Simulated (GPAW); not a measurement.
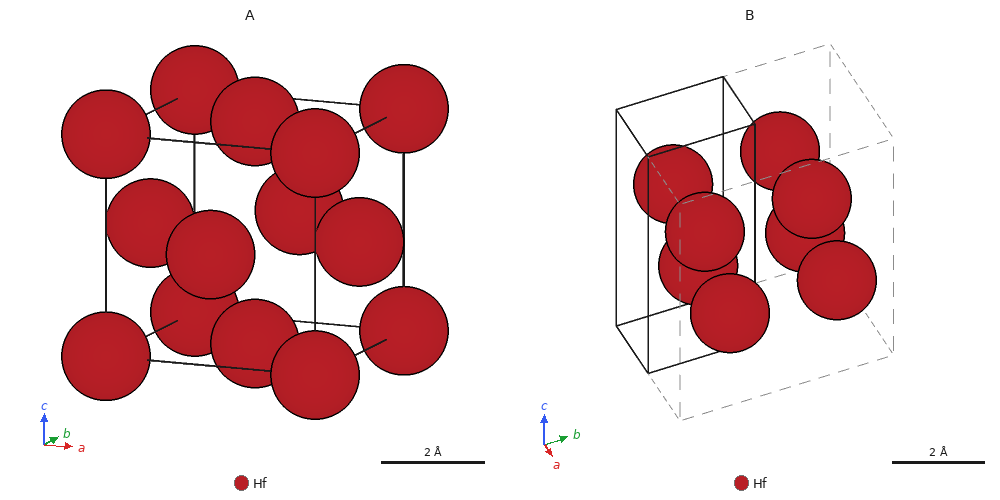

Two structures of Hf, each relaxed (cell and atoms) at zero pressure; conventional cells in solid outline, small ones repeated, each panel with its own scale. Alike in all runs: GPAW 26.7.0; functional PBEsol; potentials PAW data sets generated in the run's folder for this functional; cutoff 600 eV; occupations fermi-dirac, width 0.05 eV; no spin polarisation; no spin-orbit coupling. The k meshes have like spacings.

> Name the structure in each panel.

A: face-centred cubic (Cu type), Fm-3m; B: hexagonal close-packed (Mg type), P6₃/mmc.

> Which of these is lowest in energy, and how far above it do the others lie?

B, then A (+70 meV/atom), static energies at zero smearing.

> Collect the results in a table.

| panel | space group | E − E(lowest) (meV/atom) | volume (Å³/atom) |
| --- | --- | --- | --- |
| B | P6₃/mmc | 0 | 21.7 |
| A | Fm-3m | 70 | 21.6 |

The starts are database entries or structure types tried for this composition, and the most stable form need not be among them.

Caveat: later steps reuse the first step's grids; spin-orbit coupling is left out, which matters for Hf, if less for volumes and forces than for levels.
